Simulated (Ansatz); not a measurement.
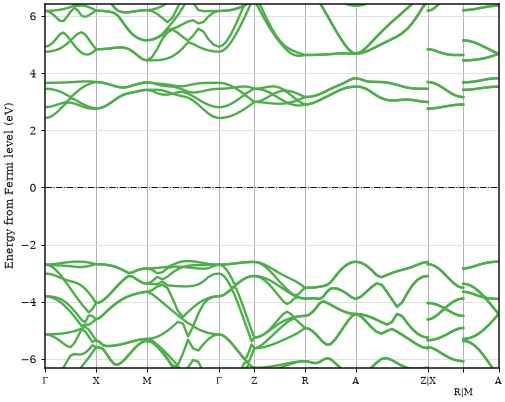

Band structure. Energies are counted from the Fermi level.

Q: Which Bravais lattice do the labels of the path belong to?

A: A primitive tetragonal lattice: the path Γ–X–M–Γ–Z–R–A–Z|X–R|M–A runs through the special points of its Brillouin zone.

System: ZrO2, space group P4_2/nmc, 6 atoms in the cell.

Space group P4_2/nmc:1 (No. 137). a = 3.596 Å, b = 3.596 Å, c = 5.177 Å, α = 90.00°, β = 90.00°, γ = 90.00°
| atom | site | symmetry | x | y | z |
| --- | --- | --- | --- | --- | --- |
| Zr | 2a | -4m2 | 0.5000 | 0.5000 | 0.5000 |
| O | 4d | 2mm. | 0.5000 | 0.0000 | 0.7970 |

Computed with Ansatz 0.2.0: r2SCAN, Zr d U = 2 eV, Ansatz PAW, no spin polarisation, no spin-orbit coupling, 7×7×5 k mesh, 500 eV cutoff, Fermi-Dirac smearing of 0.05 eV.

Q: What does the band structure say about the gap?

A: An insulator. The gap along this path is 5.00 eV and indirect, from the valence-band top between M and Γ to the conduction-band bottom at Γ; the smallest direct gap is 5.13 eV, at Γ. At A the top valence band lies only 0.02 eV lower.

Q: How much do the top valence band and the lowest conduction band disperse along the path?

A: The top valence band spans 0.9 eV and the lowest conduction band 1.1 eV.

The PAW data sets were made with another functional. The cell is at 4 GPa in this functional. The usual form of ZrO2 is monoclinic.
